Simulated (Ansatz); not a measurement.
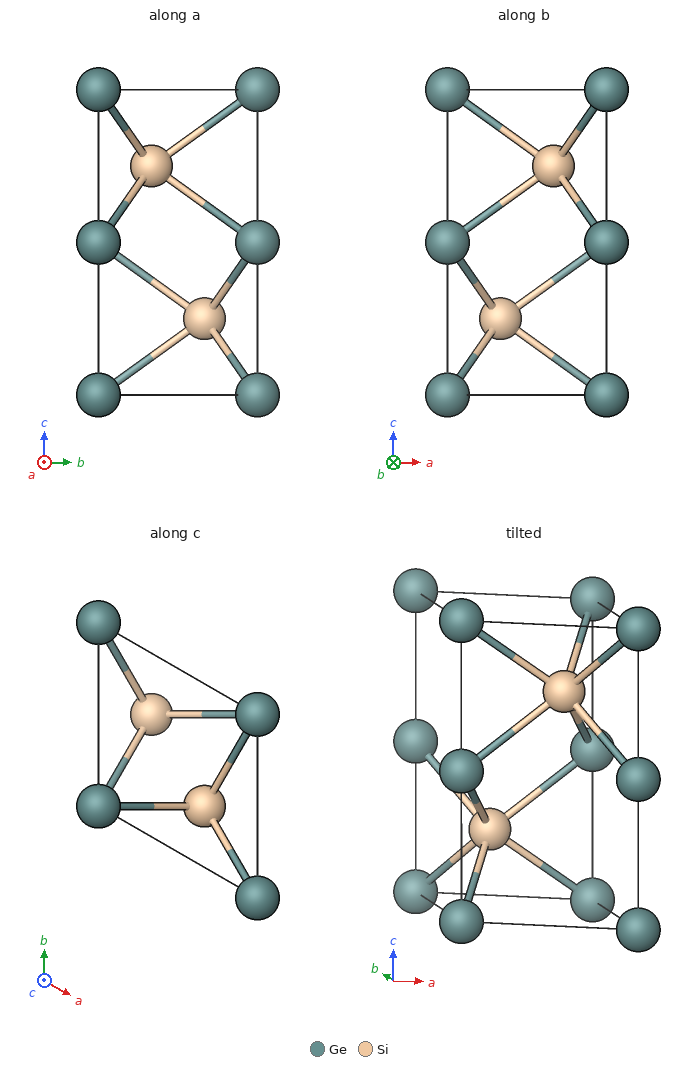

Shown here is a ball-and-stick view of the crystal, taken along the a axis, along the b axis, along the c axis and slightly off an axis. The parallelepiped is the conventional unit cell.

Lattice parameters: a = 3.6862 Å, b = 3.6862 Å, c = 6.1307 Å, α = 90.000°, β = 90.000°, γ = 120.000°.

Q: Convert the drawing into a CIF with its space group and independent sites.

A:
```cif
data_structure
_symmetry_space_group_name_H-M 'P 63/m m c'
_symmetry_Int_Tables_number 194
_cell_length_a 3.6862
_cell_length_b 3.6862
_cell_length_c 6.1307
_cell_angle_alpha 90.000
_cell_angle_beta 90.000
_cell_angle_gamma 120.000
_cell_volume 72.15
loop_
_atom_site_label
_atom_site_type_symbol
_atom_site_symmetry_multiplicity
_atom_site_Wyckoff_symbol
_atom_site_fract_x
_atom_site_fract_y
_atom_site_fract_z
_atom_site_occupancy
Ge1 Ge 2 a 0.0000 0.0000 0.0000 1
Si1 Si 2 c 0.3333 0.6667 0.2500 1
```

It goes back to a structure type filled with these elements by a generator (whether the compound takes this form wasn't checked). Earlier steps of the study may have refined or changed the cell and positions. Ansatz was used for an electronic-structure calculation on it.
